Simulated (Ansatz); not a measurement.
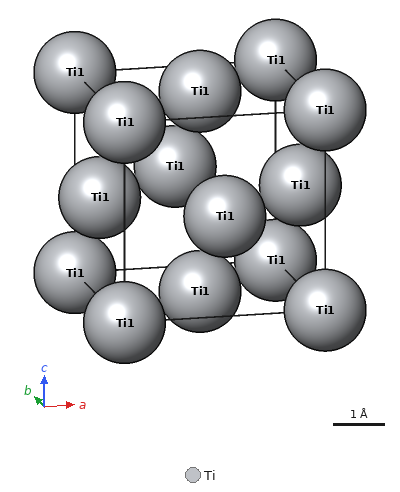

Figure 1. The input geometry (spheres-only view of the cell 4 times as large as that of the calculation, set on its symmetry axes, seen slightly off an axis; atoms are numbered from 1 in the order of the input).

## Geometry relaxation of Ti

System: Ti (Fm-3m, 1 atom in the cell).
Method: DFT, PBE, PAW with Ansatz's default frozen-core files, scalar-relativistic, no spin polarisation (Ansatz 0.2.0).

The structure was built on a prototype by a generator; it need not be a known phase. It belongs to a series of runs on one base structure; here: fcc relaxed under pressure, PAW files. Figures and captions count atoms from 1; the log counts them from 0 in places.

### What the program printed
```
Engine: ansatz 0.2.0, x86_64-unknown-linux-gnu
Pseudopotentials: kind: paw
Pseudopotential: Ti, paw, valence charge 12, recommended cutoff 420 eV (normal), Ti.paw.azcp
Functional definition: PBE
  parameter kappa = 0.804
  parameter beta = 0.06672455060314922
  exchange = pbe_x(kappa = kappa, mu = beta*pi^2/3)
  correlation = pbe_c(beta = beta)
Crystal: 1 atoms, lattice volume = 17.544 Å³
Basis set: ecut = 420 eV, 331 PW (Γ), exchange–correlation on 40×40×40 points (8 copies of the dense FFT grid, shifted against one another)
Bands: 10, of which v1, the nominal top of the filled ones, is band 6 counted from 1 (5 counted from 0)
Symmetry: 48 space group operations
Space group: Fm-3m (ITA 225), of the structure as read, at distance tolerance 2.6e-5 Å
k-points: 145 of 4096
Non-local potential: Ti, projectors of the file, l = 0: 3, l = 1: 2, l = 2: 3, l = 3: 1
PAW form: soft (Blöchl's): semilocal exchange-correlation on the pseudo side does not see the compensation charge
PAW one-centre angular grid: Ti, 590 points (default); XC on 64 Gauss nodes
Initial density: superposition of atomic densities (neutral atoms: chi_scale 0, normalization atom), corrected by the library's trained network
Initial wavefunctions: pseudopotential atomic-orbital guess
Functional: x = pbe(κ = 0.804, μ = 0.2195149727645171), c = pbe(β = 0.06672455060314922)
SCF iter   1: F=—  HF=-2499.614996 eV  |F-HF|=—  |Δ(HF+E_count)|=         —  Δρ=2.23e-3  dr2=3.48e-4  ethr=1.77e-3  ⟨swp⟩=4.4  Hψ=7577  notcnv=0
preconditioner: auto → none  [metal: Δε(μ)=0.027 eV  Ē_g=4.082 eV  σ=0.050 eV  W_gap=0.13  n_scr=0 (ndim 8)  ℏωp=17.7 eV  f_vac=0.000  D(μ)=1.83/eV (n_scr^D=26)]
SCF iter   2: F=—  HF=-2499.614972 eV  |F-HF|=—  |Δ(HF+E_count)|=   2.45e-5  Δρ=1.06e-3  dr2=4.53e-5  ethr=2.90e-6  ⟨swp⟩=2.1  Hψ=3028  notcnv=0
SCF iter   3: F=—  HF=-2499.615066 eV  |F-HF|=—  |Δ(HF+E_count)|=   9.40e-5  Δρ=3.94e-4  dr2=1.13e-5  ethr=3.78e-7  ⟨swp⟩=2.9  Hψ=2264  notcnv=0
SCF iter   4: F=—  HF=-2499.615077 eV  |F-HF|=—  |Δ(HF+E_count)|=   1.07e-5  Δρ=4.18e-5  dr2=2.61e-7  ethr=9.41e-8  ⟨swp⟩=3.0  Hψ=2332  notcnv=0
iter 5 did not close the SCF: its close was put off for the readings that it lacked (scf_convergence_deferred on its scf_iter line)
SCF iter   5: F=-2499.615076 eV  HF=-2499.615076 eV  |F-HF|=1.46e-8  |Δ(HF+E_count)|=   3.11e-8  Δρ=1.03e-5  dr2=1.85e-8  ethr=2.17e-9  ⟨swp⟩=2.9  Hψ=2439  notcnv=0
SCF iter   6: F=-2499.615076 eV  HF=-2499.615076 eV  |F-HF|=2.40e-9  |Δ(HF+E_count)|=   3.99e-9  Δρ=4.07e-6  dr2=3.10e-9  ethr=1.54e-10  ⟨swp⟩=2.0  Hψ=4394  notcnv=0
SCF 1 converged in 6 iterations: F = -2499.615076 eV  dr2 = 3.10e-9
  greatest PAW one-centre occupation: 0.999 electrons in one spin orbital (limit 2), on the Ti atom at site 0 (counted from 0), in its partial waves of l = 0
relax step   1: F+E_penalty+E_count = -2499.61507647 eV  Δ(F+E_penalty+E_count) = +0.000e0 eV  max|allowed force component| = 0.000e0 eV/Å  Δτ_max = 0.0000 Å  P = -0.912 GPa  Ω = 17.544 Å³  (6 SCF iters, dr2 threshold 1.00e-7 eV, accepted)
Initial density: handed on by an earlier stage of this run
Initial wavefunctions: pseudopotential atomic-orbital guess (no wavefunctions were taken with the density)
iter 1 solved again at ethr=3.54e-8 eV; its pass at ethr=3.10e-3 eV (dr2=4.25e-6 eV) is discarded
SCF iter   1: F=—  HF=-2499.615076 eV  |F-HF|=—  |Δ(HF+E_count)|=         —  Δρ=3.85e-6  dr2=2.76e-9  ethr=3.54e-8  ⟨swp⟩=2.1  Hψ=10881  notcnv=0
preconditioner: auto → none  [metal: Δε(μ)=0.025 eV  Ē_g=4.075 eV  σ=0.050 eV  W_gap=0.12  n_scr=0 (ndim 8)  ℏωp=17.7 eV  f_vac=0.000  D(μ)=1.83/eV (n_scr^D=26)]
SCF iter   2: F=—  HF=-2499.615076 eV  |F-HF|=—  |Δ(HF+E_count)|=   7.87e-8  Δρ=1.37e-6  dr2=1.74e-10  ethr=2.30e-11  ⟨swp⟩=2.0  Hψ=2338  notcnv=0
SCF iter   3: F=—  HF=-2499.615076 eV  |F-HF|=—  |Δ(HF+E_count)|=  5.00e-11  Δρ=4.88e-7  dr2=1.99e-11  ethr=1.45e-12  ⟨swp⟩=2.1  Hψ=2126  notcnv=0
SCF iter   4: F=-2499.615076 eV  HF=-2499.615076 eV  |F-HF|=4.55e-13  |Δ(HF+E_count)|=  5.91e-12  Δρ=8.09e-8  dr2=4.88e-13  ethr=1.00e-12  ⟨swp⟩=4.5  Hψ=4776  notcnv=0
SCF 2 converged in 4 iterations: F = -2499.615076 eV  dr2 = 4.88e-13
relax step   2: F+E_penalty+E_count = -2499.61507647 eV  Δ(F+E_penalty+E_count) = -1.527e-9 eV  max|allowed force component| = 0.000e0 eV/Å  Δτ_max = 0.0000 Å  P = -0.912 GPa  Ω = 17.544 Å³  stress off target by 2.17e-3 GPa  SCF on the basis re-selected at this cell (its energy is not comparable with the rows above)  (4 SCF iters)
```

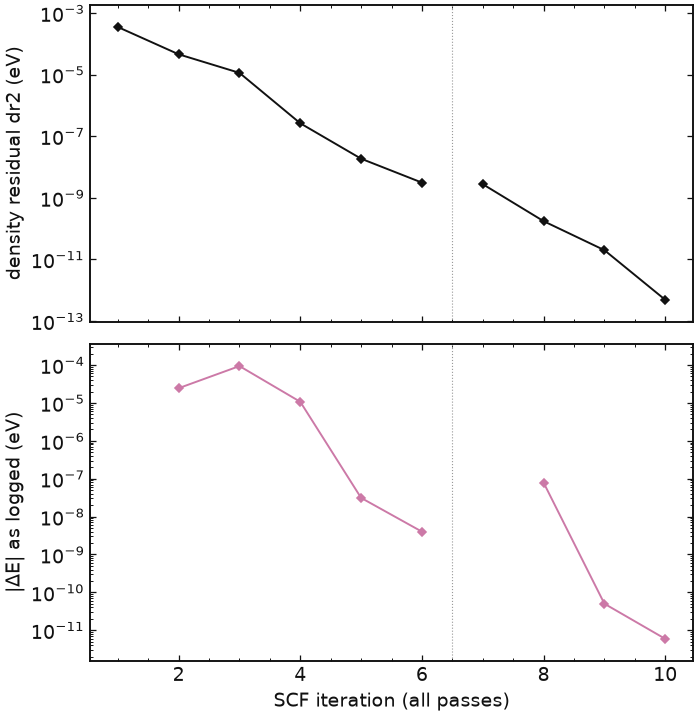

Figure 2. Convergence of the self-consistent field: density residual dr2 and size of the energy change against the SCF iteration. The dotted lines part the SCF passes of the relaxation: geometry steps, rejected trials and re-solves on a re-selected basis. The passes take 6 and 4 iterations.

```
basis re-selected at this cell: Δ(F+E_penalty+E_count) = -1.527e-9 eV, ΔP = -0.000 GPa vs the last step (what re-selecting the basis moved, of the pressure what is left beyond the Pulay correction that the steps carried, after the strain that the cell walked since its last selection, with what the two solves' SCF thresholds leave and, on support functions, any second-order correction that the steps lacked; it is no measure of the basis error at this ecutwfc). This SCF's stress stands 2.17e-3 GPa from its target on what of the cell is left free (relax.cell.stress_tol is 3.00e-2 GPa) and its largest allowed force component is 0.00e0 eV/Å (relax.f_tol is 5.00e-3 eV/Å): within both
SCF converged after 4 iterations
Free energy (F): -2499.615076 eV
Harris-Foulkes:  -2499.615076 eV  (|F-HF|=4.55e-13)
Internal energy: -2499.600147 eV  (E = F + TS)
E sigma→0 (E₀):  -2499.607612 eV
Entropy (-TS):   -0.014930 eV (-14.930 meV/atom)
Fermi energy:    13.100894 eV
--- Per-component energies (eV) ---
  E_band       = -159.173425
  E_kinetic    = 272.230851
  E_local      = -818.287779  (includes V_loc(G=0)·N_el)
  E_nonlocal   = 8.113101
  E_hartree    = 335.714813
  E_xc         = -97.358983
  E_vxc        = -121.791670  (∫ρ·V_xc dr)
  E_paw        = -1047.576378  (= ΣΔE_a)
  E_vpaw       = -170.867645  (= ΣTr[D̂ρ^β])
  E_aug_tail   = 0.000108  (compensation charges beyond the density's cutoff)
  E_ewald      = -1152.435881
  E_smearing   = -0.014930  (= −TS)
  E_closure    = -0.000000  (closes the sum)
  Σ components = -2499.615076   (vs F -2499.615076, Δ=0.00e0)
--- Forces (eV/Å), atoms counted from 1 ---
  atom   1  Ti     0.00000000    -0.00000000    -0.00000000
  max |Σ_I F_I| component: 1.31e-31 eV/Å
--- Stress (GPa, compression-positive) ---
       -0.912172       0.000000       0.000000
       -0.000000      -0.912172      -0.000000
        0.000000       0.000000      -0.912172
  P = ⅓ Tr σ = -0.9122 GPa (-9.122 kbar)
--- Band table (eV; the first three rows and the last of 145) ---
  k-point 0: bands = ["-43.5794", "-19.4646", "-19.4646", "-19.4646", "7.0568", "13.9765", "13.9765", "13.9765", "15.5910", "15.5910"]
  k-point 1: bands = ["-43.5750", "-19.4902", "-19.4678", "-19.4678", "7.1819", "13.8992", "14.0218", "14.0218", "15.5618", "15.5618"]
  k-point 2: bands = ["-43.5623", "-19.5627", "-19.4770", "-19.4770", "7.5468", "13.6931", "14.1343", "14.1343", "15.5027", "15.5027"]
  k-point 144: bands = ["-43.4226", "-19.8838", "-19.8838", "-19.7023", "11.6068", "12.7255", "12.7255", "15.2205", "16.9178", "21.3861"]
--- Relaxed structure (1 steps of the walk, 1 accepted, 1 SCFs on fresh bases) ---
  F+E_penalty+E_count = -2499.61507647 eV   max|allowed force component| = 0.000e0 eV/Å   (the final SCF, on the basis selected at the relaxed cell)
  cell:  # Å, volume = 17.5437 Å³
    - [0.0, 2.0623568063, 2.0623568063]
    - [2.0623568063, 0.0, 2.0623568063]
    - [2.0623568063, 2.0623568063, 0.0]
  atoms:
    - { symbol: Ti, position: [0.0, 0.0, 0.0] }
```

### Trajectory as extended XYZ (Å, eV, eV/Å), 2 frames, from step=1 to step=2
```
1
Lattice="0.0000 2.0624 2.0624 2.0624 0.0000 2.0624 2.0624 2.0624 0.0000" Properties=species:S:1:pos:R:3:forces:R:3 step=1 energy=-2499.61508 pressure_GPa=-0.91
Ti    0.0000    0.0000    0.0000    0.0000   0.0000   0.0000
1
Lattice="0.0000 2.0624 2.0624 2.0624 0.0000 2.0624 2.0624 2.0624 0.0000" Properties=species:S:1:pos:R:3:forces:R:3 step=2 energy=-2499.61508 pressure_GPa=-0.91
Ti    0.0000    0.0000    0.0000    0.0000   0.0000   0.0000
```

This output came from the following input.

### The input
```yaml
crystal:
  lattice:
    - [0.0, 2.0623568063, 2.0623568063]
    - [2.0623568063, 0.0, 2.0623568063]
    - [2.0623568063, 2.0623568063, 0.0]
  atoms:
    - { symbol: Ti, position: [0.0, 0.0, 0.0] }
kpoints:
  mp_grid: { grid: [16, 16, 16] }
scf:
  occupations: { method: fermi_dirac, width: 0.05 }
hamiltonian:
  xc: pbe
  pseudopotentials: { kind: paw }
output:
  forces: true
  stress: true
  eigenvalues: true
relax:
  f_tol: 0.005
  max_steps: 40
  cell: { p_target: -0.91, stress_tol: 0.03 }
```

Command:
```bash
ansatz run input.yaml --threads 1 --pin off --max-ram 3584MiB --backend cpu --events-out ev --progress --plain --runs-dir out
```

### Results in brief

| quantity | value |
| --- | --- |
| outcome | converged |
| space group (tolerance 0.01 Å) | Fm-3m (225) |
| electrons treated | 12 |
| free energy | −2499.6151 eV |
| Fermi energy | 13.101 eV |
| pressure | −0.91 GPa |
| final volume | 17.54 Å³ |
| largest force (length of the vector) at the end | under 0.001 eV/Å |
| final cell | a = 2.917 Å, b = 2.917 Å, c = 2.917 Å, α = 60.00°, β = 60.00°, γ = 60.00° |
| hardware | 1 thread of Intel Xeon (Granite Rapids), 32 GiB of memory available, shared host |
| wall time | 1.7 s |
| peak memory | 0.35 GiB |
